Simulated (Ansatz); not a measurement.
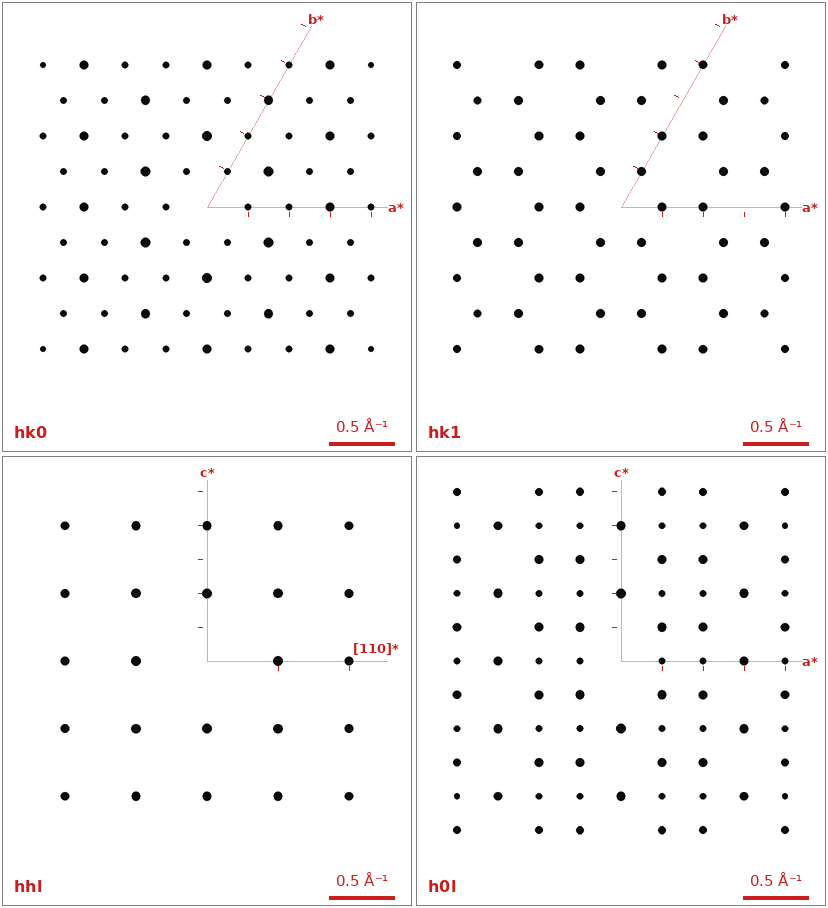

Four undistorted layers of reciprocal space, calculated for a single crystal (neutrons, kinematic |F|², B = 0.5 Å²). Tick marks count the reciprocal lattice steps of the conventional cell along each axis.

Q: What cell do the layers give?

A: a* = 0.317, b* = 0.317, c* = 0.261 Å⁻¹, γ* = 60°; the cell is hexagonal with a = 3.65 Å, c = 3.83 Å (hexagonal axes).

Q: Which reflection conditions do the layers show?

A: Reflections are present only under these conditions. hkl: no condition; hk0: no condition; h0l: no condition; hhl: l = 2n; 00l: l = 2n. The lattice is primitive (P). Further gaps, such as 3 0 1, 0 3 1, 3 0 3, come from atoms on special positions, not from the group's general conditions.

Q: Which space groups fit?

A: The intensities have Laue symmetry 6/mmm (the hk0 layer shows 6mm, hk1 shows 6mm). With these conditions the candidates are P6_3mc (No. 186), P-62c (No. 190), P6_3/mmc (No. 194). Diffraction geometry alone does not choose among them; the structure has P6_3/mmc. The compound is Se. Structure: the input geometry of an electronic-structure calculation (not necessarily at equilibrium); the starting structure was generated, so it need not be a known form of this composition.
